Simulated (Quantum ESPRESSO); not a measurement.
# BN (Qingsongite, F-43m): the B K absorption edge, part 2 of 4

Aim: the near-edge shape at the B K edge of BN (Qingsongite, F-43m), and what the core hole does to it.

Quantum ESPRESSO 7.5; X-ray absorption near-edge structure, plane-wave PAW LDA, one-electron final states by a Lanczos continued fraction.

So far. Step 2 (The field without a hole): The mesh shows a gap of 4.45 eV, so the hole is first treated in a charged cell, without the excited electron. Step 3 (Spectrum without a core hole, B atom 2): Main maxima below 24 eV (height): 6.6 eV (2.20), 10.3 eV (2.02), 11.9 eV (1.86), 15.0 eV (0.68), 17.8 eV (0.45) and 22.0 eV (3.56). A K edge sees empty p states; a tetrahedral site has σ* states alone, so there is no π* peak.

### 6. The atom with a core hole

Level of this step: all-electron atom with a core hole and its PAW potential, LDA, scalar-relativistic (Quantum ESPRESSO).

The frozen core must hold the hole, so the absorber gets a data set of its own.

The input, B.lda-n-kjpaw-1sch.ld1.in:

```
&input
   title='B', zed=5., rel=1, iswitch=3, dft='PZ',
   config='1s1 2s2 2p1'
/
&inputp
   file_pseudopw='B.lda-n-kjpaw-1sch.UPF', author='',
   lpaw=.true.,
   pseudotype=3,
   lloc=-1,
   rcloc=1.2,
   which_augfun='PSQ',
   rmatch_augfun_nc=.true.,
   nlcc=.true.,
   new_core_ps=.true.,
   rcore=0.9,
   tm=.true.,
   zval=4,
   lgipaw_reconstruction=.true., use_paw_as_gipaw=.true.
/
4
2S  1  0  2.00  0.00  1.00  1.20  0.0
2S  1  0  0.00  3.00  1.00  1.20  0.0
2P  2  1  1.00  0.00  1.00  1.40  0.0
2P  2  1  0.00  1.50  1.00  1.40  0.0
```

On the command line:

```bash
> ld1.x < B.lda-n-kjpaw-1sch.ld1.in > B.lda-n-kjpaw-1sch.ld1.out
```

The log of the run:

```text
     [... banner and references ...]
PAW data will be used for GIPAW calculation
     --------------------------- All-electron run ----------------------------

     B
     scalar relativistic calculation

     atomic number is  5.00
     dft =PZ   lsd =0 sic =0 latt =0  beta=0.20 tr2=1.0E-14
     Exchange-correlation= PZ
                           (   1   1   0   0   0   0   0)
     mesh =1059 r(mesh) = 101.04461 a.u. xmin = -7.00 dx = 0.01250
     1 Ry =  13.60569312 eV, c = 137.03599908

     n l     nl                  e(Ry)          e(Ha)          e(eV)
     1 0     1S 1( 1.00)       -17.0535        -8.5268      -232.0250
     2 0     2S 1( 2.00)        -1.7293        -0.8647       -23.5289
     2 1     2P 1( 1.00)        -1.3076        -0.6538       -17.7905

     final scf error:  4.4E-15 reached in  26 iterations

     Etot =     -33.644647 Ry,     -16.822323 Ha,    -457.758739 eV

     Ekin =      33.384661 Ry,      16.692330 Ha,     454.221450 eV
     Encl =     -75.747312 Ry,     -37.873656 Ha,   -1030.594678 eV
     Eh   =      13.238966 Ry,       6.619483 Ha,     180.125302 eV
     Exc  =      -4.520961 Ry,      -2.260481 Ha,     -61.510813 eV

     normalization and overlap integrals

     s(1S/1S) =  1.000000  <r> =   0.3121  <r2> =    0.1312  r(max) =   0.2051
     s(1S/2S) = -0.000100
     s(2S/2S) =  1.000000  <r> =   1.5801  <r2> =    2.9664  r(max) =   1.2720
     s(2P/2P) =  1.000000  <r> =   1.4946  <r2> =    2.7870  r(max) =   1.1086

     ------------------------ End of All-electron run ------------------------

     --------------------- Generating PAW atomic setup --------------------

      Generating local potential from pseudized AE potential:
      Matching radius rcloc =   1.2000

[...]
(   1   1   0   0   0   0   0)
     mesh =1059 r(mesh) = 101.04461 a.u. xmin = -7.00 dx = 0.01250
     1 Ry =  13.60569312 eV, c = 137.03599908

     n l     nl                  e(Ry)          e(Ha)          e(eV)
[...]
final scf error:  4.4E-15 reached in  26 iterations

     Etot =     -33.644647 Ry,     -16.822323 Ha,    -457.758739 eV

     Ekin =      33.384661 Ry,      16.692330 Ha,     454.221450 eV
     Encl =     -75.747312 Ry,     -37.873656 Ha,   -1030.594678 eV
     Eh   =      13.238966 Ry,       6.619483 Ha,     180.125302 eV
     Exc  =      -4.520961 Ry,      -2.260481 Ha,     -61.510813 eV

     normalization and overlap integrals

     s(1S/1S) =  1.000000  <r> =   0.3121  <r2> =    0.1312  r(max) =   0.2051
     s(1S/2S) = -0.000100
     s(2S/2S) =  1.000000  <r> =   1.5801  <r2> =    2.9664  r(max) =   1.2720
     s(2P/2P) =  1.000000  <r> =   1.4946  <r2> =    2.7870  r(max) =   1.1086

     ------------------------ End of All-electron run ------------------------

     ---------------------- Testing the pseudopotential ----------------------

     B
     scalar relativistic calculation

     atomic number is  5.00   valence charge is  4.00
     dft = SLA  PZ   NOGX NOGC   lsd =0 sic =0 latt =0  beta=0.20 tr2=1.0E-14
     mesh =1059 r(mesh) = 101.04461 xmin = -7.00 dx = 0.01250

     n l     nl             e AE (Ry)        e PS (Ry)    De AE-PS (Ry)
     1 0     2S   1( 2.00)       -1.72934       -1.72935        0.00001
     2 1     2P   1( 1.00)       -1.30758       -1.30759        0.00001

     eps = 4.6E-15  iter =  3

     Etot =     -33.644647 Ry,     -16.822323 Ha,    -457.758739 eV
     Etotps =   -11.680804 Ry,      -5.840402 Ha,    -158.925428 eV

     Ekin =       9.799723 Ry,       4.899861 Ha,     133.332021 eV
     Encl =     -22.224941 Ry,     -11.112471 Ha,    -302.385734 eV
     Ehrt =       5.265375 Ry,       2.632687 Ha,      71.639073 eV
     Ecxc =      -4.520960 Ry,      -2.260480 Ha,     -61.510788 eV
     (Ecc =      -0.176193 Ry,      -0.088096 Ha,      -2.397224 eV)

     ---------------------- End of pseudopotential test ----------------------
```

It took 0.62 s on 1 MPI rank of Arm Neoverse V2, shared host; peak memory 0.12 GiB.

### 7. Supercell with FCH, B atom 2

The holes are 5.1 Å apart. The excited electron is left out and a uniform background balances the charge.

The input, scf.in:

```
&control
   calculation='scf', prefix='x', pseudo_dir='../pp', outdir='tmp', tprnfor=.true.
/
&system
   ibrav=0, nat=16, ntyp=3, nbnd=36
   ecutwfc=57, ecutrho=370
   occupations='fixed'
   tot_charge=1
/
&electrons
   conv_thr=1.6e-07, electron_maxstep=120
   mixing_beta=0.5
/
ATOMIC_SPECIES
N 1.0 N.lda-n-kjpaw.UPF
Bh 1.0 B.lda-n-kjpaw-1sch.UPF
B 1.0 B.lda-n-kjpaw.UPF
CELL_PARAMETERS angstrom
  0.00000000 3.61500000 3.61500000
  3.61500000 0.00000000 3.61500000
  3.61500000 3.61500000 0.00000000
ATOMIC_POSITIONS crystal
N    0.37500000 0.37500000 0.37500000
N    0.37500000 0.37500000 0.87500000
N    0.37500000 0.87500000 0.37500000
N    0.87500000 0.37500000 0.37500000
N    0.37500000 0.87500000 0.87500000
N    0.87500000 0.37500000 0.87500000
N    0.87500000 0.87500000 0.37500000
N    0.87500000 0.87500000 0.87500000
Bh   0.00000000 0.00000000 0.00000000
B    0.00000000 0.00000000 0.50000000
B    0.00000000 0.50000000 0.00000000
B    0.50000000 0.00000000 0.00000000
B    0.00000000 0.50000000 0.50000000
B    0.50000000 0.00000000 0.50000000
B    0.50000000 0.50000000 0.00000000
B    0.50000000 0.50000000 0.50000000
K_POINTS automatic
4 4 4 0 0 0
```

On the command line:

```bash
> OMP_NUM_THREADS=1 mpirun --oversubscribe --bind-to none -np 8 pw.x -nk 8 -in scf.in > scf.out
```

The log of the run:

```text
     [... banner and references ...]
[banner, memory and clock lines left out]
using ibrav=0 with symmetry is DISCOURAGED, use correct ibrav instead

     G-vector sticks info

     bravais-lattice index     =            0
     lattice parameter (alat)  =       9.6610  a.u.
     unit-cell volume          =     637.6047 (a.u.)^3
     number of atoms/cell      =           16
     number of atomic types    =            3
     number of electrons       =        64.00
     number of Kohn-Sham states=           36
     kinetic-energy cutoff     =      57.0000  Ry
     charge density cutoff     =     370.0000  Ry
     scf convergence threshold =      1.6E-07
     mixing beta               =       0.5000
     number of iterations used =            8  plain     mixing
     Exchange-correlation= SLA  PZ   NOGX NOGC
                           (   1   1   0   0   0   0   0)

     celldm(1)=   9.661002  celldm(2)=   0.000000  celldm(3)=   0.000000
     celldm(4)=   0.000000  celldm(5)=   0.000000  celldm(6)=   0.000000

     crystal axes: (cart. coord. in units of alat)
               a(1) = (   0.000000   0.707107   0.707107 )
               a(2) = (   0.707107   0.000000   0.707107 )
               a(3) = (   0.707107   0.707107   0.000000 )

     reciprocal axes: (cart. coord. in units 2 pi/alat)
               b(1) = ( -0.707107  0.707107  0.707107 )
               b(2) = (  0.707107 -0.707107  0.707107 )
               b(3) = (  0.707107  0.707107 -0.707107 )

     ../pp/N.lda-n-kjpaw.UPF
     Pseudo is Projector augmented-wave + core cor, Zval =  5.0
     Shape of augmentation charge: PSQ
     Using radial grid of 1085 points,  4 beta functions with:
                l(1) =   0
[...]
total energy              =    -311.97088720 Ry
     estimated scf accuracy    <       0.00000117 Ry

     iteration #  9     ecut=    57.00 Ry     beta= 0.50
     Davidson diagonalization with overlap
     ethr =  1.83E-09,  avg # of iterations =  2.1

     negative rho (up, down):  4.642E-05 0.000E+00

     End of self-consistent calculation

          k = 0.0000 0.0000 0.0000 (  4645 PWs)   bands (ev):

    -9.4380  -5.2184  -5.2184  -5.2184  -5.0954  -3.3627  -3.3627  -3.3627
    -1.0195   0.1505   0.1505   0.1505   2.0012   2.1303   2.1303   5.2602
     5.2602   5.2602   6.0329   6.0329   6.0329   8.4703   8.4703   8.4703
     9.0467   9.0467   9.0852   9.0852   9.0852  11.0086  11.0086  11.0086
    15.0531  15.0531  15.0531  17.6132

     [... bands of 7 further k-points ...]

     highest occupied, lowest unoccupied level (ev):    11.0086   15.0531

!    total energy              =    -311.97088752 Ry
     total all-electron energy =     -1252.601521 Ry
     estimated scf accuracy    <       0.00000008 Ry

     The total energy is the sum of the following terms:
     one-electron contribution =      39.26007399 Ry
     hartree contribution      =      28.57076581 Ry
     xc contribution           =     -70.34393977 Ry
     ewald contribution        =    -216.26266117 Ry
     one-center paw contrib.   =     -93.19512639 Ry

     convergence has been achieved in   9 iterations

     negative rho (up, down):  4.642E-05 0.000E+00

     Forces acting on atoms (cartesian axes, Ry/au):

     atom    1 type  1   force =     0.00135892    0.00135892    0.00135892
     atom    2 type  1   force =    -0.00135892   -0.00135892    0.00135892
     atom    3 type  1   force =    -0.00135892    0.00135892   -0.00135892
[...]
atom   15 type  3   force =     0.00000000   -0.00000000   -0.05454311
     atom   16 type  3   force =    -0.00000000   -0.00000000    0.00000000

     Total force =     0.173786     Total SCF correction =     0.000107

     XML data file, charge density, pseudopotentials, collected wavefunctions
```

Run time: 5.2 s. Hardware: 8 MPI ranks; peak memory 0.11 GiB; 40 s of CPU time.

Energy with the hole: -17042.512 eV, cores included.

### 8. Spectrum with FCH, B atom 2

The Lanczos recursion gives the spectrum without computing empty bands; each polarisation needs a run of its own on the full k mesh. xe0 is set between filled and empty states, and states below it are cut. The file of filecore holds the core orbital, taken from the hole-free data set.

The input, xspectra.in:

```
&input_xspectra
   calculation='xanes_dipole', edge='K'
   prefix='x', outdir='tmp', xiabs=2, xe0=13.0308
   xonly_plot=.false., x_save_file='xanes.sav'
   xniter=3000, xcheck_conv=20, xerror=0.005
   xcoordcrys=.false., xepsilon(1)=1, xepsilon(2)=0, xepsilon(3)=0
/
&plot
   xnepoint=413, xemin=-10, xemax=45, terminator=.true., cut_occ_states=.true.
   xgamma=0.4
/
&pseudos
   filecore='../B.wfc'
/
&cut_occ
   cut_desmooth=0.1, cut_stepl=0.05, cut_stepu=0.05, cut_ierror=1e-5
/
6 6 6 0 0 0
```

On the command line:

```bash
> OMP_NUM_THREADS=1 mpirun --oversubscribe --bind-to none -np 8 xspectra.x -nk 8 -in xspectra.in > xspectra.out
```

The log of the run:

```text
     [... banner and references ...]
Reading input_file

     calculation: xanes_dipole

     xepsilon  [cartesian coordinates]:   1.000000   0.000000   0.000000

     xonly_plot: FALSE
        => complete calculation: Lanczos + spectrum plot

     filecore (core-wavefunction file): ../B.wfc

     main plot parameters:
        cut_occ_states: TRUE
        gamma_mode:  constant
        -> using xgamma [eV]:  0.40
        xemin [eV]: -10.00
        xemax [eV]:  45.00
        xnepoint:  413
        xe0 [eV]:  13.030800 (energy zero read in input file)

     WARNING: variable ef_r is obsolete

                      Reading SCF save directory: x.save

     tmp/x.save/

     Exchange-correlation= PZ
                           (   1   1   0   0   0   0   0)

     G-vector sticks info

     negative rho (up, down):  4.642E-05 0.000E+00

                           Getting the Fermi energy

     From SCF save directory:
        ehomo [eV]:   11.0086 (highest occupied level)
        elumo [eV]:   15.0531 (lowest occupied level)
        ef    [eV]:   11.0086

     -> ef (in eV) will be written in x_save_file

                           Energy zero of the spectrum

     -> ef will NOT be used as energy zero of the spectrum
       (because xe0 read in input file)

     G-vector sticks info

     bravais-lattice index     =            0
     lattice parameter (alat)  =       9.6610  a.u.
     unit-cell volume          =     637.6047 (a.u.)^3
     number of atoms/cell      =           16
     number of atomic types    =            3
     number of electrons       =        64.00
     number of Kohn-Sham states=           36
     kinetic-energy cutoff     =      57.0000  Ry
     charge density cutoff     =     370.0000  Ry
     Exchange-correlation= PZ
                           (   1   1   0   0   0   0   0)

     celldm(1)=   9.661002  celldm(2)=   0.000000  celldm(3)=   0.000000
     celldm(4)=   0.000000  celldm(5)=   0.000000  celldm(6)=   0.000000

     crystal axes: (cart. coord. in units of alat)
               a(1) = (   0.000000   0.707107   0.707107 )
               a(2) = (   0.707107   0.000000   0.707107 )
               a(3) = (   0.707107   0.707107   0.000000 )

     reciprocal axes: (cart. coord. in units 2 pi/alat)
               b(1) = ( -0.707107  0.707107  0.707107 )
               b(2) = (  0.707107 -0.707107  0.707107 )
               b(3) = (  0.707107  0.707107 -0.707107 )

     ../pp/N.lda-n-kjpaw.UPF
     Pseudo is Projector augmented-wave + core cor, Zval =  5.0
     Shape of augmentation charge: PSQ
     Using radial grid of 1085 points,  4 beta functions with:
                l(1) =   0
                l(2) =   0
                l(3) =   1
                l(4) =   1
     Q(r) pseudized with 0 coefficients

     ../pp/B.lda-n-kjpaw-1sch.UPF
     Pseudo is Projector augmented-wave + core cor, Zval =  4.0
     Shape of augmentation charge: PSQ
     Using radial grid of 1059 points,  4 beta functions with:
                l(1) =   0
[...]
Q(r) pseudized with 0 coefficients

     ../pp/B.lda-n-kjpaw.UPF
     Pseudo is Projector augmented-wave + core cor, Zval =  3.0
     Shape of augmentation charge: PSQ
     Using radial grid of 1059 points,  4 beta functions with:
[...]
l(2) =   0
                l(3) =   1
                l(4) =   1
     Q(r) pseudized with 0 coefficients

     atomic species   valence    mass     pseudopotential
     N                 5.00     1.00000     N ( 1.00)
     Bh                4.00     1.00000     B ( 1.00)
     B                 3.00     1.00000     B ( 1.00)

     24 Sym. Ops. (no inversion) found

   Cartesian axes

     site n.     atom                  positions (alat units)
         1        N      tau(   1) = (   0.5303301   0.5303301   0.5303301  )
         2        N      tau(   2) = (   0.8838835   0.8838835   0.5303301  )
         3        N      tau(   3) = (   0.8838835   0.5303301   0.8838835  )
[...]
13        B      tau(  13) = (   0.7071068   0.3535534   0.3535534  )
        14        B      tau(  14) = (   0.3535534   0.7071068   0.3535534  )
        15        B      tau(  15) = (   0.3535534   0.3535534   0.7071068  )
        16        B      tau(  16) = (   0.7071068   0.7071068   0.7071068  )

     number of k points=   216

     Number of k-points >= 100: set verbosity='high' to print them.

     Dense  grid:    76753 G-vectors     FFT dimensions: (  60,  60,  60)

     Smooth grid:    37117 G-vectors     FFT dimensions: (  48,  48,  48)

     The potential is recalculated from file :
     tmp/x.save/charge-density

     negative rho (up, down):  4.642E-05 0.000E+00
     Starting wfcs are   64 atomic wfcs
     Checking if some PAW data can be deallocated...

               Reading core wavefunction file for the absorbing atom

     ../B.wfc successfully read

                              Attributing the PAW radii
                     for the absorbing atom [units: Bohr radius]

        PAW proj 1: r_paw(l= 0)= 1.80  (1.5*r_cut)
        PAW proj 2: r_paw(l= 0)= 1.80  (1.5*r_cut)
        PAW proj 3: r_paw(l= 1)= 2.10  (1.5*r_cut)
        PAW proj 4: r_paw(l= 1)= 2.10  (1.5*r_cut)

        NB: The calculation will not necessary use all these r_paw values.
            - For a edge in the electric-dipole approximation,
              only the r_paw(l=1) values are used.
            - For a K edge in the electric-quadrupole approximation,
              only the r_paw(l=2) values are used.

            - For a L2 or L3 edge in the electric-quadrupole approximation,

              all projectors (s, p and d) are used.

                          Starting XANES calculation
                     in the electric dipole approximation

     Method of calculation based on the Lanczos recursion algorithm
        - STEP 1: Construction of a kpoint-dependent Lanczos basis,
          in which the Hamiltonian is tridiagonal (each 'iter'
          corresponds to the calculation of one more Lanczos vector)
        - STEP 2: Calculation of the cross-section as a continued fraction
          averaged over the k-points.

     ... Begin STEP 1 ...

        Radial transition matrix element(s) used in the calculation of the
        initial vector of the Lanczos basis (|tilde{phi}_abs> normalized)
        | For PAW proj. (l=1) #1: radial matrix element =   0.300745362
        | For PAW proj. (l=1) #2: radial matrix element =   0.371558985

NB: the    27 k-point are not all listed below because npool=  8
        |-------------------------------------------------------------
        ! k-point #     1:  ( 0.0000,  0.0000,  0.0000),  0.0093,   1
        |-------------------------------------------------------------
 okvan= T
        |   Norm of the initial Lanczos vector: 0.20578185E+00
        |   Estimated error at iter     20:   1.00469368
        |   Estimated error at iter     40:   0.65273228
        |   Estimated error at iter     60:   0.51569208
        |   Estimated error at iter     80:   0.34901219
        |   Estimated error at iter    100:   0.19312537
[...]
!   => CONVERGED at iter    140 with error=  0.00314064
        |-------------------------------------------------------------
        ! k-point #     2:  ( 0.1179,  0.1179, -0.1179),  0.0093,   1
        |-------------------------------------------------------------
 okvan= T
        |   Norm of the initial Lanczos vector: 0.20578209E+00
[...]
!   => CONVERGED at iter    280 with error=  0.00410025
        |-------------------------------------------------------------
     [... 24 further k-points ...]
        ! k-point #    27:  ( 0.7071, -0.2357,  0.2357),  0.0093,   1
        |-------------------------------------------------------------
 okvan= T
        |   Norm of the initial Lanczos vector: 0.20578118E+00
[...]
|   Estimated error at iter    240:   0.02455250
        |   Estimated error at iter    260:   0.02229222
        |   Estimated error at iter    280:   0.01246028
        !   => CONVERGED at iter    300 with error=  0.00363784

     Results of STEP 1 successfully written in x_save_file
     x_save_file name:
     ->  xanes.sav
     x_save_file version:  2

     ... End STEP 1 ...

     ... Begin STEP 2 ...

     The spectrum is calculated using the following parameters:
        xe0 [eV]:   13.0308
        the occupied states are elimintate from the spectrum
        xemin [eV]: -10.00
        xemax [eV]:  45.00
        xnepoint:  413
        constant broadening parameter [eV]:    0.400
        Core level energy [eV]:  -188.0
         (from electron binding energy of neutral atoms in X-ray data booklet)

     Cross-section successfully written in xanes.dat

     ... End STEP 2 ...

                                END JOB XSpectra
```

Elapsed: 56 s, on 8 MPI ranks; peak memory 0.09 GiB.

The B K spectrum, B atom 2, full core hole (charged cell) (energy from the lowest empty level; intensity scaled to a mean of 1 over the first 20 eV; the points at xe0, where the cut of filled states can leave a spike, are interpolated):

```csv
E (eV),intensity
-2.0,0.09
-0.5,0.23
1.0,1.60
2.5,2.15
4.0,2.87
5.5,1.37
7.0,0.82
8.5,0.67
10.0,0.79
11.5,0.42
13.0,0.27
14.5,0.35
16.0,0.34
17.5,0.34
19.0,0.62
20.5,1.91
22.0,0.59
23.5,0.23
25.0,0.14
26.5,0.14
28.0,0.19
29.5,0.35
31.0,0.11
```

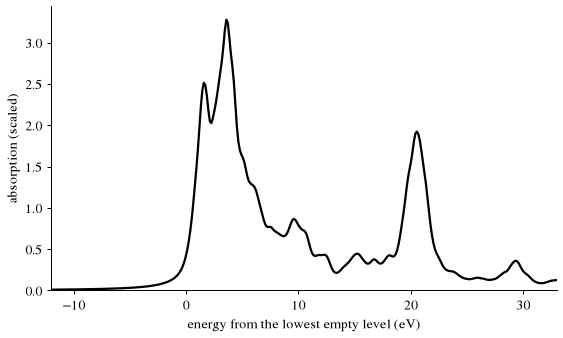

The B K edge, B atom 2, full core hole (charged cell): main maxima at 1.6, 3.6 and 20.6 eV.

Main maxima below 24 eV (height): 1.6 eV (2.51), 3.6 eV (3.28), 9.6 eV (0.87), 15.2 eV (0.45) and 20.6 eV (1.92). 

The hole costs E(hole) − E(ground) = 180.18 eV, and the lowest empty level of the hole cell lies at 15.05 eV, which puts the zero at 195.23 eV. One term is added: -5.56 eV, since the hole is spin-paired here and a spin-polarised one costs that much less in the free atom (computed apart). The photon energy is then 189.67 eV. The functional and the charged cell's background leave an error in such absolute values: in the free atom LDA prices this hole 2.2 eV below PBE (computed apart), and PBE is itself good to a few eV.

[end of part 2 of 4]

[Banner, clock and machine lines of the logs are left out without a mark of their own.]

[Logs are printed without paths, hosts, clocks, repeated set-up lines and the standing remarks that a program may print on its own settings, such as how far it seeks lower states.]

[Hosts, paths, dates, database ids (printed as entryN), source tags and the programs' standing remarks are cut or masked in the printed files.]

[Lists of maxima count a maximum above −3 eV only where it reaches 4 % of the highest in the window and stands out from its surroundings by 2 % of it (1.5 % where it reaches 55 %); shoulders and weaker maxima are passed over, and of the rest the first, up to two pre-edge ones and the few strongest are named.]
